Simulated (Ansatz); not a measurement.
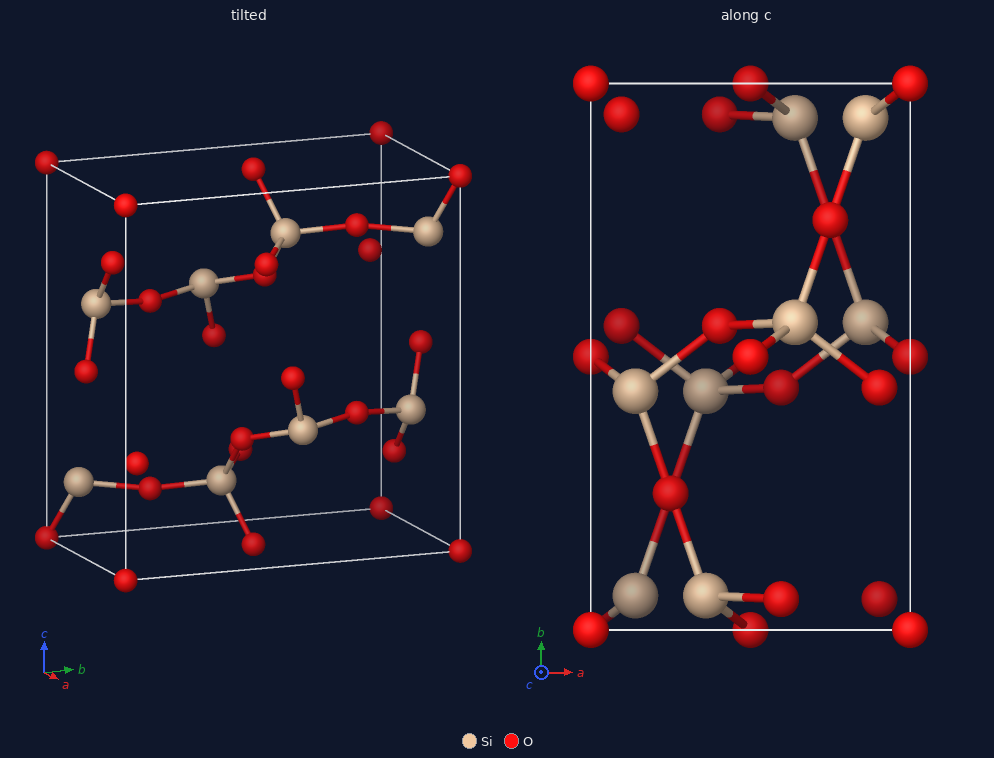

Shown here is a ball-and-stick view of the crystal, taken slightly off an axis and along the c axis. The frame is the conventional unit cell; atoms at its boundary are shown with their periodic copies. Cell: a = 4.710 Å, b = 8.061 Å, c = 8.587 Å, α = 90.00°, β = 90.00°, γ = 90.00°.

Characterise what is shown.

- Composition: SiO2.
- It takes space group Pccn (No. 56) on a primitive orthorhombic lattice.
- The cell comprises 8 formula units: 8 Si, 16 O.
- The coordination shell of Si holds four O in a tetrahedral arrangement at about 1.6 Å. Each O atom is coordinated by two Si at about 1.6 Å.
- The bonds build a three-dimensional framework.

The structure was taken from a structure listed in the Materials Project. Earlier steps of the study, as a rule a relaxation of our own, may have changed the cell and positions, so they can lie some per cent off the listed ones. It was run through Ansatz as a DFT input.
